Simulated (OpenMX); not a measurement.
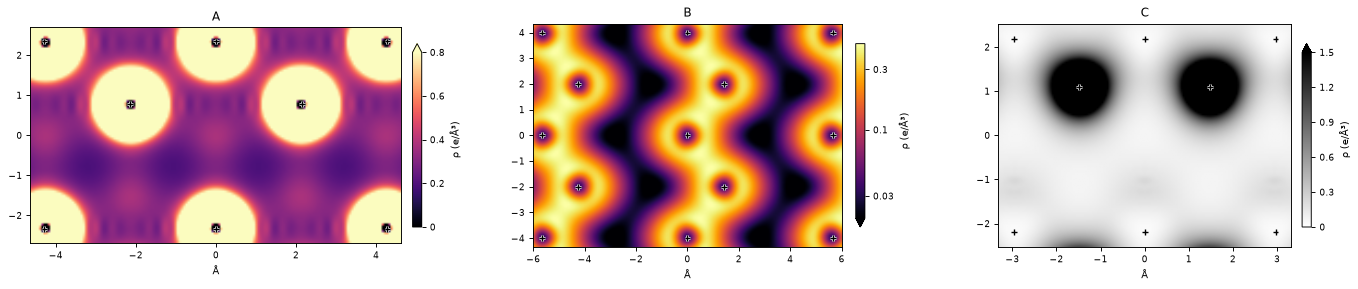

The valence charge density (pseudo) of 3 systems, each on a plane through atoms (crosses mark nuclei in the plane).

Method: Kohn-Sham DFT of a periodic cell, PBE, OpenMX 2013 PBE set in OpenMX 3.8.5.

System 1: AlN, the (100) plane of the conventional cell. Space group I-4m2; a structure from a database of computed crystals, not necessarily the ambient phase; computed pressure about 24 GPa in this cell.

System 2: Ge, the (011) plane of the conventional cell. Space group Fd-3m; computed pressure about 5 GPa in this cell.

```cif
data_structure
_symmetry_space_group_name_H-M 'P 1'
_symmetry_Int_Tables_number 1
_cell_length_a 5.6578
_cell_length_b 5.6578
_cell_length_c 5.6578
_cell_angle_alpha 90.000
_cell_angle_beta 90.000
_cell_angle_gamma 90.000
_cell_volume 181.11
loop_
_atom_site_label
_atom_site_type_symbol
_atom_site_fract_x
_atom_site_fract_y
_atom_site_fract_z
_atom_site_occupancy
Ge1 Ge 0.25000 0.25000 0.25000 1
Ge2 Ge 0.75000 0.75000 0.25000 1
Ge3 Ge 0.75000 0.25000 0.75000 1
Ge4 Ge 0.25000 0.75000 0.75000 1
Ge5 Ge 0.00000 0.00000 0.00000 1
Ge6 Ge 0.50000 0.50000 0.00000 1
Ge7 Ge 0.50000 0.00000 0.50000 1
Ge8 Ge 0.00000 0.50000 0.50000 1
```

System 3: Ru, the (110) plane of the conventional cell. Space group P6₃/mmc; computed pressure about 12 GPa in this cell.

```cif
data_structure
_symmetry_space_group_name_H-M 'P 1'
_symmetry_Int_Tables_number 1
_cell_length_a 2.7058
_cell_length_b 2.7058
_cell_length_c 4.2819
_cell_angle_alpha 90.000
_cell_angle_beta 90.000
_cell_angle_gamma 120.000
_cell_volume 27.15
loop_
_atom_site_label
_atom_site_type_symbol
_atom_site_fract_x
_atom_site_fract_y
_atom_site_fract_z
_atom_site_occupancy
Ru1 Ru 0.66667 0.33333 0.75000 1
Ru2 Ru 0.33333 0.66667 0.25000 1
```

> Match each panel to its system.

Panel A is system 3, Ru: the plane holds Ru. Ru–Ru (2.65 Å): the density is about 0.41 e/Å³ at the midpoint. Panel B is system 2, Ge: the plane holds Ge. Ge–Ge (2.45 Å): ρ at the midpoint is about 0.45 e/Å³. Panel C is system 1, AlN: the plane holds Al and N. Al–N (1.84 Å): the density is about 0.7 e/Å³ at the midpoint.
